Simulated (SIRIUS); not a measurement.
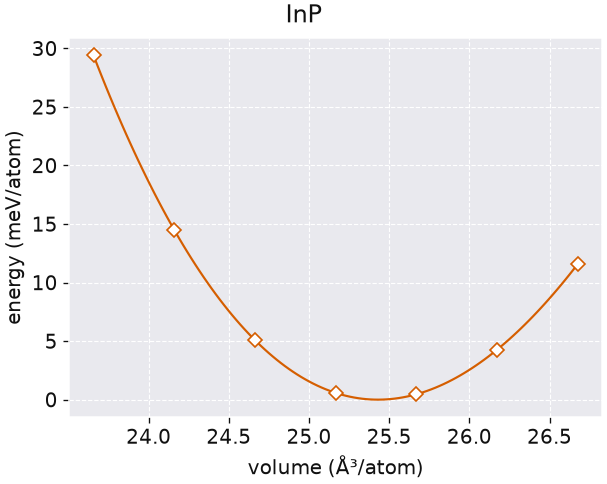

Plotted: energy against volume for InP, space group F-43m (No. 216).

Structure:
```
CELL_PARAMETERS angstrom
0.00000 2.93050 2.93050
2.93050 0.00000 2.93050
2.93050 2.93050 0.00000
ATOMIC_POSITIONS crystal
In 0.00000 0.00000 0.00000
P 0.75000 0.75000 0.75000
```

Method: plane-wave DFT, no spin polarisation; energies at scaled volumes of the given cell, shape and fractions fixed, counted from the fit's minimum, third-order Birch-Murnaghan fit (SIRIUS 7.12.0). Level: PBEsol.

| setting | value |
| --- | --- |
| k mesh | 8×8×8 |
| occupations | Fermi–Dirac |
| smearing width | 0.05 eV |
| potentials | dojo sr pbesol 0.4.1 standard |
| wave cutoff | 960 eV |
| density cutoff | 3840 eV |

From this curve and the settings, what does the calculation give for the pressure at the same points?

The pressure falls from 5.68 GPa at volume 23.66 Å³/atom to −2.85 GPa at 26.68 Å³/atom, and changes sign near 25.44 Å³/atom.

| volume (Å³/atom) | pressure (GPa) |
| --- | --- |
| 23.66 | 5.68 |
| 24.16 | 3.83 |
| 24.66 | 2.18 |
| 25.17 | 0.71 |
| 25.67 | −0.62 |
| 26.17 | −1.80 |
| 26.68 | −2.85 |
